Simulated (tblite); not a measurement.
Run report: C2H4O2, frequency calculation

System: C2H4O2.
Method: GFN2-xTB harmonic vibrations, gas phase (tblite 0.8.0).

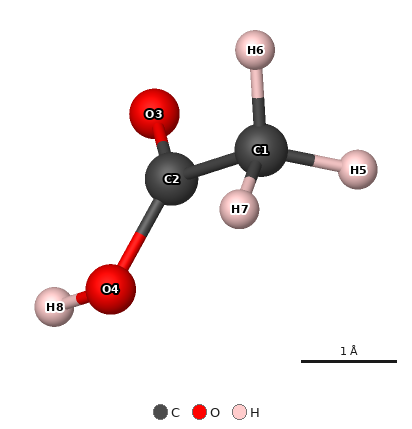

Fig. 1: The structure as given in the input (ball-and-stick view, seen at a tilt; atoms are numbered from 1 in the order of the input).

**Input**
```
{"job": {"kind": "ir", "xc": "GFN2-xTB", "basis": "xTB"}, "charge": 0, "multiplicity": 1}
C     -0.960174    -0.042663    -0.080416
C      0.491240     0.304392     0.088644
O      0.925084     1.382353     0.390309
O      1.285088    -0.753086    -0.129509
H     -1.410642    -0.137091     0.905709
H     -1.468121     0.759731    -0.607985
H     -1.060773    -0.982410    -0.613439
H      2.216412    -0.512402    -0.002445
```

The first line tells a small driver script what to run in tblite; the rest is the geometry in Å.

Command:
```bash
OMP_NUM_THREADS=1 python <driver script> task.json out
```

**Output**
```
mode    cm-1     km/mol
  1     -34.8      1.89
  2     406.1      3.96
  3     527.5     18.43
  4     563.8     45.91
  5     673.8    197.50
  6     895.2      6.09
  7     995.6     34.81
  8    1010.0     35.15
  9    1155.9    248.63
 10    1243.0    186.50
 11    1368.3     54.29
 12    1438.2     11.37
 13    1444.8      4.48
 14    1799.4    501.96
 15    3029.2      2.66
 16    3053.2      2.10
 17    3071.5      8.41
 18    3448.3     27.77
ZPE 156.463  H(298)-E 171.273  G(298)-E 85.417 kJ/mol  S 287.96 J/(mol K)
```

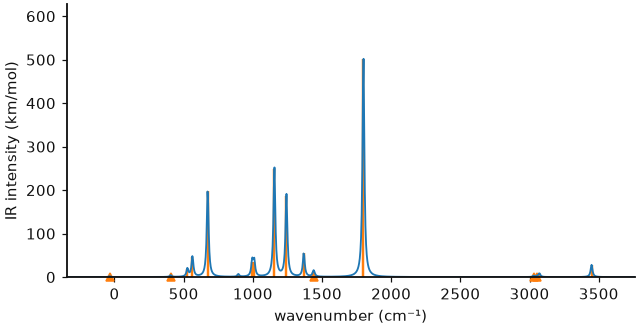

Fig. 2: Harmonic infrared spectrum, unscaled: sticks (degenerate modes added up, dark ones marked on the axis) with a Lorentzian envelope of 16 cm⁻¹ full width, scaled to the tallest stick; imaginary modes are drawn at negative wavenumbers. 18 modes from 35i to 3448 cm⁻¹, 1 imaginary beyond 8i (35i cm⁻¹): not a clean minimum; so soft a mode can be a shallow saddle, an incomplete relaxation or noise of the force constants. The strongest line is at 1799 cm⁻¹ (502 km/mol).

**Summary**

| quantity | value |
| --- | --- |
| outcome | converged |
| total energy | −393.4727 eV |
| zero-point energy | 37.3960 kcal/mol |
| hardware | 1 CPU thread, shared host |
| peak memory | 0.19 GiB |
